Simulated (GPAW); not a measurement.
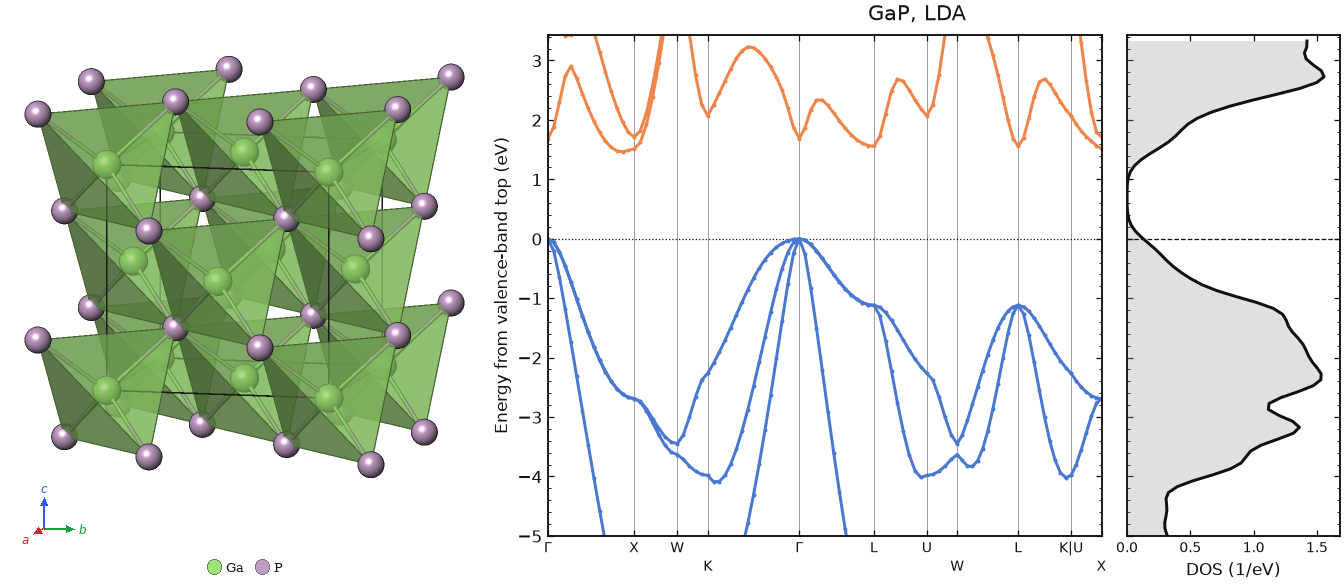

Band structure and density of states, beside the structure. Energies are counted from the top of the valence band. The DOS curve is built from the levels of the k mesh with Gaussians 0.55 eV wide, which also blur the band edges; ripples of that width can come from the mesh.

System: zincblende GaP, space group F-43m, 2 atoms in the primitive cell.

```cif
data_structure
_symmetry_space_group_name_H-M 'P 1'
_symmetry_Int_Tables_number 1
_cell_length_a 3.8541
_cell_length_b 3.8541
_cell_length_c 3.8541
_cell_angle_alpha 60.000
_cell_angle_beta 60.000
_cell_angle_gamma 60.000
_cell_volume 40.48
loop_
_atom_site_label
_atom_site_type_symbol
_atom_site_fract_x
_atom_site_fract_y
_atom_site_fract_z
_atom_site_occupancy
Ga1 Ga 0.00000 0.00000 0.00000 1
P1 P 0.25000 0.25000 0.25000 1
```

Method: LDA, PAW data sets generated in the run's folder for this functional, no spin polarisation, no spin-orbit coupling, 8×8×8 k mesh, 600 eV cutoff (GPAW).

Q: Is there a gap? Give its size, its kind and where the band edges lie.

A: The bands leave a gap. The gap along this path is 1.46 eV and indirect, from the valence-band top at Γ to the conduction-band bottom between Γ and X; the smallest direct gap is 1.69 eV, at Γ. At X the lowest conduction band lies only 0.05 eV higher.

Q: What are the direct gaps at U, Γ and X?

A: The direct gaps are 4.33 eV at U, 1.69 eV at Γ and 4.20 eV at X.

Q: How many bands meet at the valence-band top?

A: Three bands meet at the valence-band top at Γ: it is triply degenerate (spin aside).

Measured GaP has its conduction bottom near X; the order of its valleys hangs on the functional and the volume. LDA, GGA and most meta-GGA functionals understate gaps. The potentials hold the d shell of Ga in the core, which widens gaps.
